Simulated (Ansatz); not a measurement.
# SnO2: what the fields show

Input file:

```
crystal:
  lattice:
    - [4.82194571, -0.0270505914, -0.0743197902]
    - [-0.0270505914, 4.7411234846, 0.0754461018]
    - [-0.0500664446, 0.0508251983, 3.1864251687]
  atoms:
    - { symbol: Sn, position: [0.4451699183, 0.5354134876, 0.4700936383] }
    - { symbol: Sn, position: [-0.0120715311, -0.045001515, 0.0230839491] }
    - { symbol: O, position: [0.2075011759, 0.7842563922, 0.5528212705] }
    - { symbol: O, position: [0.7553330474, 0.1535437239, 0.5421654625] }
    - { symbol: O, position: [0.2830394886, 0.3546980439, 0.0148043727] }
    - { symbol: O, position: [0.6675923197, 0.710059746, -0.0189297718] }
kpoints:
  mp_grid: { grid: [4, 4, 6] }
hamiltonian:
  xc: pbesol
scf:
  occupations: { method: fermi_dirac, width: 0.05 }
relax:
  f_tol: 0.01
  cell: {}
  max_steps: 120
output:
  write_density: true
  write_potential: true
  elf: true
  volumetric_format: npy
```

Command:

```sh
ansatz run input.yaml --threads 2 --pin off --max-ram 2211MiB --backend cpu --events-out ev --progress --plain --runs-dir out
```

Below, planes, directions and counts refer to the conventional cell (a = 4.77 Å, b = 4.77 Å, c = 3.21 Å, α = 90.00°, β = 90.00°, γ = 90.00°).

The fields are those of the run's last geometry, not of the input's.

Space group P4₂/mnm; a structure from a database of computed crystals, not necessarily the ambient phase; started from the database structure prototype, which need not be the ambient phase; changed on purpose from its base cell (shaken).

Level of theory: Ansatz 0.2.0, DFT, PBEsol, plane waves, PAW.

Core electrons are frozen (PAW), and the valence fields are smoothed inside the atomic spheres.

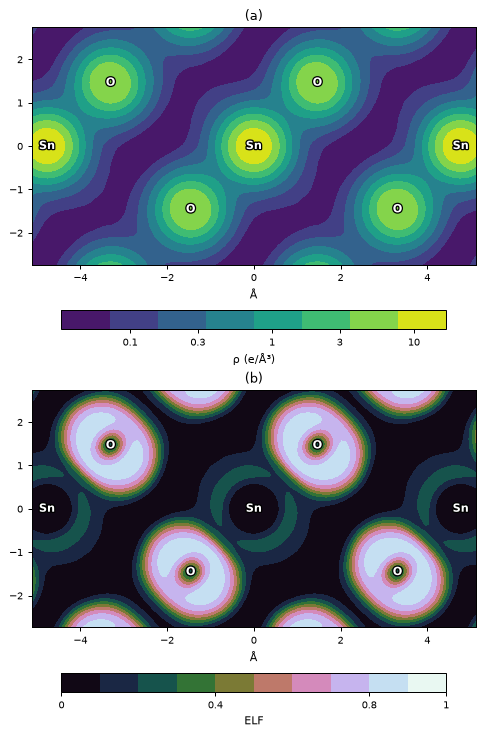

Figure 1. (a) valence charge density (pseudo); (b) electron localisation function on the (001) plane of the conventional cell.

### Read the bonding off the picture.

- The plane passes through Sn and O nuclei.
- Sn–O (2.07 Å): ρ at the midpoint is about 0.65 e/Å³; the ELF peaks at about 0.80 in the valence shell of O, 0.6 Å from its nucleus, and is about 0.25 at the midpoint (no shared electron pair shows on this line).
- Between the atoms the lowest density in this plane is 0.03 e/Å³.
- The ELF also peaks beside O, away from the bonds: lone-pair regions.

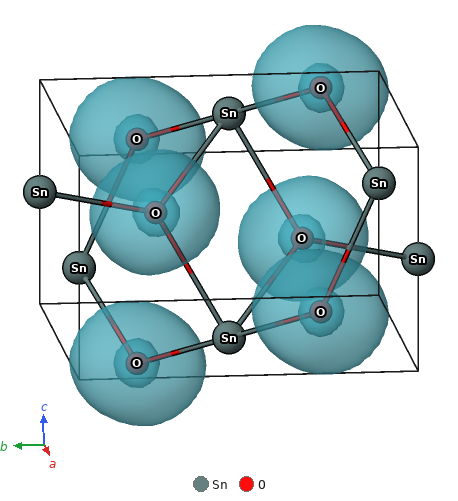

Figure 2. Isosurface of the ELF at 0.65 (cyan), seen at an oblique angle. Core shells and regions of very low density are left out. Sticks mark near contacts.

### What do the ELF domains correspond to?

The surface consists of four regions wrapped around O (the valence shell of each), counted in one cell of 6 atoms. Regions shared between cells count once.

### Metal or insulator at this level of theory?

It is gapped, with a Kohn–Sham gap of 0.92 eV on the k-point mesh (the band edges may lie off the mesh, which would make the gap smaller).
